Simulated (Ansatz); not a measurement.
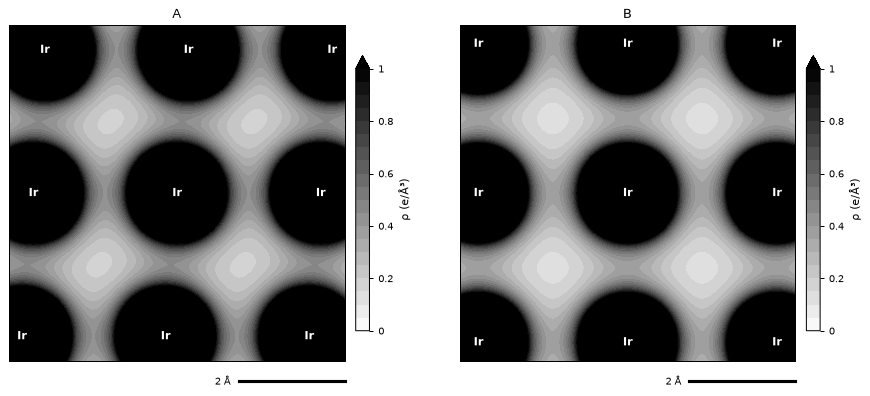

Ir. The valence electron density of two cells that differ in size and shape, on the (101) plane of each (indices in the axes of the calculation cell), at one length scale and on one colour scale; one has 13.6 and the other 15.9 Å³ an atom.

Computed without spin polarisation.

Method: Ansatz 0.2.0, DFT r2SCAN, scalar-relativistic, plane waves, PAW.

The density is the valence pseudo-density of a PAW calculation; it isn't the true density close to the nuclei.

### Which panel shows the smaller cell, and what does the compression change?

Panel A is the smaller cell, by 15 % in volume. From the larger cell to the smaller, Ir–Ir goes from 2.82 to 2.72 Å, and the density at its midpoint from 0.37 to 0.44 e/Å³; the pressure goes from −32 to 21 GPa.
